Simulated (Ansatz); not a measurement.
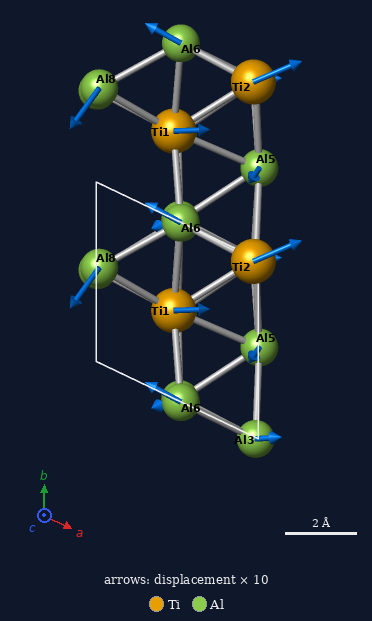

This is a relaxation of solid TiAl3 (set up in P1). The starting structure is drawn; blue arrows show the displacements, 10 times their true length.

A ball-and-stick model of the cell of the calculation, repeated 1 × 2 × 1 with one cell outlined, seen along the c axis.

Case: all atoms moved at random, sigma 0.1 Å for each component; relaxed back.

Method: DFT PBEsol, scalar-relativistic, plane waves, PAW (Ansatz 0.2.0). Settings: plane-wave cutoff 420 eV; k-point mesh 8 × 8 × 6; occupations gaussian; smearing width 0.15 eV; no spin polarisation; atoms relaxed in a fixed cell; force threshold 0.01 eV/Å; at most 80 steps.

**Describe the change and its energy.**

Over 2 accepted moves (3 points after the start) the energy falls by 52.8 meV per atom. The largest force component goes from 1.4 to 0.0063 eV/Å. 1 step only repeated the SCF at the same geometry. The atom that moves furthest is a Ti atom (0.15 Å roughly along [1 1 0]). Largest moves by element: Ti 0.15 Å, Al 0.15 Å. The cell doesn't change. Some distances before and after: Al–Ti 2.671 → 2.866 Å, Al–Ti 3.052 → 2.867 Å, Al–Al 3.041 → 2.866 Å, Al–Ti 2.696 → 2.865 Å. The space group (tolerance 0.01 Å) goes from P1 (No. 1) to I4/mmm (No. 139). Cost: 2.1 min on 2 threads of Arm Neoverse V2 (shared host), peak memory 0.8 GiB.
